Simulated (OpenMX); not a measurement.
# A series of single points on SiO₂

System: SiO₂ (I4₁22, 12 atoms in the cell).
Method: Kohn-Sham DFT of a periodic cell, LDA, OpenMX 2013 LDA set, no spin polarisation (OpenMX 3.8.5).

The 7 runs differ only in the geometry, by an even scaling of the cell at fixed fractional positions. The structure derives from a Materials Project entry.

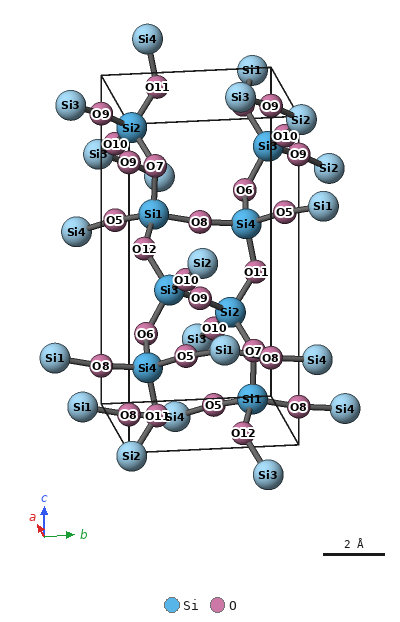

Figure 1. The structure of run 4 (ball-and-stick view of the cell 2 times as large as that of the calculation, set on its symmetry axes, seen at an oblique angle; neighbours outside the cell are drawn fainter; atoms are numbered from 1 in the order of the input). An atom can appear more than once, as a periodic image.

### Input of run 4
```
System.CurrrentDirectory             ./
System.Name                          SiO2
DATA.PATH                            ./DFT_DATA13
level.of.stdout                      1
level.of.fileout                     1
Species.Number                       2
<Definition.of.Atomic.Species
  Si  Si7.0-s2p2d1           Si_CA13
  O   O6.0-s2p2d1            O_CA13
Definition.of.Atomic.Species>

Atoms.Number                         12
Atoms.SpeciesAndCoordinates.Unit     FRAC
<Atoms.SpeciesAndCoordinates
    1  Si    0.8750000000    0.2636180000    0.8886180000   2.000  2.000
    2  Si    0.0136180000    0.6250000000    0.8886180000   2.000  2.000
    3  Si    0.7363820000    0.1250000000    0.1113820000   2.000  2.000
    4  Si    0.3750000000    0.9863820000    0.1113820000   2.000  2.000
    5  O     0.6337270000    0.1337270000    0.5000000000   3.000  3.000
    6  O     0.4678770000    0.9678770000    0.9357540000   3.000  3.000
    7  O     0.0321230000    0.5321230000    0.0642460000   3.000  3.000
    8  O     0.1162730000    0.1162730000    0.0000000000   3.000  3.000
    9  O     0.8837270000    0.8837270000    0.0000000000   3.000  3.000
   10  O     0.8662730000    0.3662730000    0.5000000000   3.000  3.000
   11  O     0.2821230000    0.7178770000    0.0000000000   3.000  3.000
   12  O     0.7178770000    0.2821230000    0.0000000000   3.000  3.000
Atoms.SpeciesAndCoordinates>

Atoms.UnitVectors.Unit               Ang
<Atoms.UnitVectors
    -2.8378980000    2.8378980000    5.6602100000
     2.8378980000   -2.8378980000    5.6602100000
     2.8378980000    2.8378980000   -5.6602100000
Atoms.UnitVectors>

scf.XcType                           LDA
scf.SpinPolarization                 off
scf.ElectronicTemperature            580.226
scf.energycutoff                     400.0
scf.maxIter                          100
scf.EigenvalueSolver                 band
scf.Kgrid                            7 7 7
scf.Mixing.Type                      rmm-diisk
scf.Init.Mixing.Weight               0.05
scf.Min.Mixing.Weight                0.001
scf.Max.Mixing.Weight                0.3
scf.Mixing.History                   25
scf.Mixing.StartPulay                8
scf.criterion                        1.0e-8
scf.stress.tensor                    on
MD.Type                              nomd
Band.dispersion                      on
Band.Nkpath                          11
<Band.kpath
   12   0.000000  0.000000  0.000000    0.000000  0.000000  0.500000  G X
    4   0.000000  0.000000  0.500000   -0.125689  0.125689  0.500000  X Y
    6  -0.125689  0.125689  0.500000   -0.312845  0.312845  0.312845  Y S
   11  -0.312845  0.312845  0.312845    0.000000  0.000000  0.000000  S G
    9   0.000000  0.000000  0.000000    0.500000  0.500000 -0.500000  G Z
    6   0.500000  0.500000 -0.500000    0.312845  0.687155 -0.312845  Z S1
    5   0.312845  0.687155 -0.312845    0.000000  0.500000  0.000000  S1 N
    9   0.000000  0.500000  0.000000    0.250000  0.250000  0.250000  N P
    5   0.250000  0.250000  0.250000    0.500000  0.500000 -0.125689  P Y1
    9   0.500000  0.500000 -0.125689    0.500000  0.500000 -0.500000  Y1 Z
    4   0.000000  0.000000  0.500000    0.250000  0.250000  0.250000  X P
Band.kpath>
```

Command:
```bash
openmx SiO2.dat -nt 1 > SiO2.std
```

Run 5 has the same physical settings and fractional positions; its lattice vectors (Å) are:
```
  -2.856693    2.856693    5.697696
   2.856693   -2.856693    5.697696
   2.856693    2.856693   -5.697696
```

### Results, with one run withheld

| run | volume per atom (Å³) | free energy per atom, from the lowest run given (meV) | gap on the mesh (eV) |
| --- | --- | --- | --- |
| 1 | 14.283 | 15.49 | 5.56 |
| 2 | 14.587 | 4.22 | 5.44 |
| 3 | 14.891 | 0.00 | 5.30 |
| 4 | 15.195 | 2.10 | 5.16 |
| 5 | 15.499 | ? | ? |
| 6 | 15.803 | 22.92 | 4.86 |
| 7 | 16.107 | 40.59 | 4.70 |

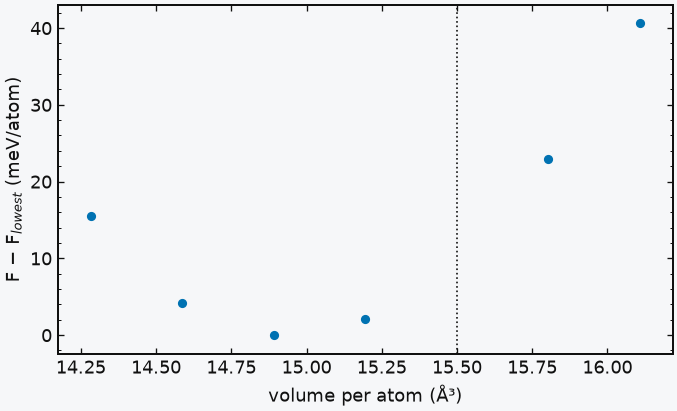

Figure 2. Free energy per atom of the runs given; the dotted line marks run 5.

Estimate the energy of run 5 from the others.

A cubic polynomial in V^(−2/3) (the Birch–Murnaghan form), fitted to the 6 runs given, misses them by at most 0.01 meV per atom. With x = V^(−2/3) − 0.16353 Å⁻², it reads F = 1.0471 − 1674.8 x + 6.2278e+05 x² + 64521 x³ (meV per atom). At run 5 it gives 9.93 meV per atom, and the run itself gives 9.93. The fit has its minimum at 14.937 Å³ per atom, where V d²F/dV² gives 161 GPa. Cell shape and fractional positions are held, so this is the stiffness under even scaling; the relaxed bulk modulus wasn't computed. The gap on the mesh goes, without turning, from 5.56 eV in run 1 to 4.70 eV in run 7; run 5 has 5.02 eV. These are gaps of this functional on this mesh, which can miss the band edges; they aren't the measured gap.

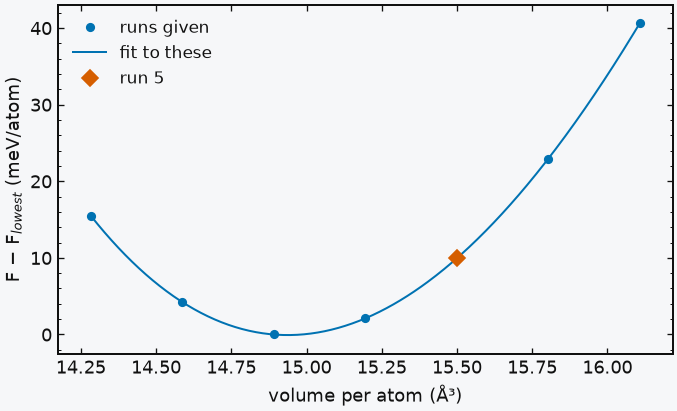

Figure 3. The fit and the withheld run.

### Some lines of the output (run 5)
```
[...]
  Cell_Volume =   1255.112857610851 (Bohr^3)
        Total energy (Hartree) at MD = 1
   kloop=0
   kloop=1
   kloop=171
```

Notes: With a small basis of atomic orbitals these values can differ much from converged plane-wave results.
